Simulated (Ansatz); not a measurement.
System: Cd, space group Fm-3m (No. 225) (one of a set of cubic test structures, which need not be the stable phase).

Method: equation of state of a cubic crystal from periodic Kohn-Sham density functional theory without spin, third-order Birch-Murnaghan fit to the free energies; pressure corrected for the finite basis (Ansatz 0.2.0 development build). Level: r2SCAN.

- structure type: fcc
- atoms in cell: 1
- space group number: 225
- lattice centring: face-centred primitive
- k mesh: 13×13×13
- occupation method: Fermi–Dirac
- occupation width: 0.1 eV
- wave cutoff: 520 eV
- datasets: hand-made PAW
- density tolerance: 1e−09 eV
- bands: 14
- density cutoff ratio: 4
- search for lower states: default
- xc grid level: 2

Describe the result: the energy above the lowest point and pressure against volume. The volume takes the values 21.02, 21.71, 22.39, 23.08, 23.77 Å³/atom.

A third-order Birch–Murnaghan fit gives V0 = 21.73 Å³/atom, B0 = 52.8 GPa and B′ = 5.8. The energy above the lowest point is 4.1 meV/atom at volume 21.02 Å³/atom and 25.5 meV/atom at 23.77 Å³/atom; the lowest computed point is at volume 21.71 Å³/atom (0.0 meV/atom). The pressure falls from 1.933 GPa at volume 21.02 Å³/atom to −3.634 GPa at 23.77 Å³/atom, and changes sign near 21.74 Å³/atom.

```csv
volume (Å³/atom),energy above the lowest point (meV/atom),pressure (GPa)
21.02,4.1,1.933
21.71,0.0,0.060
22.39,3.1,-1.451
23.08,12.0,-2.664
23.77,25.5,-3.634
```

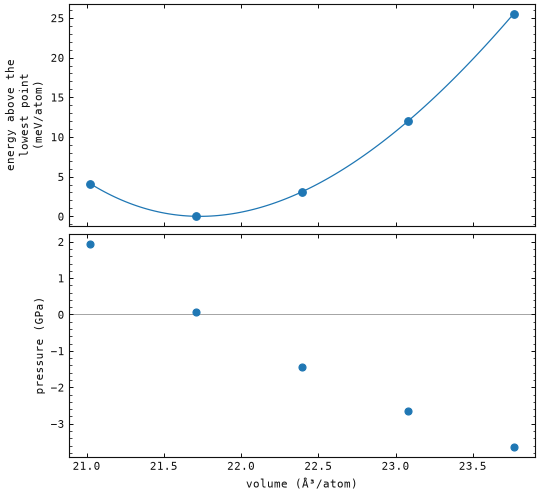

Caveats: cubic model structure, not the ambient form.
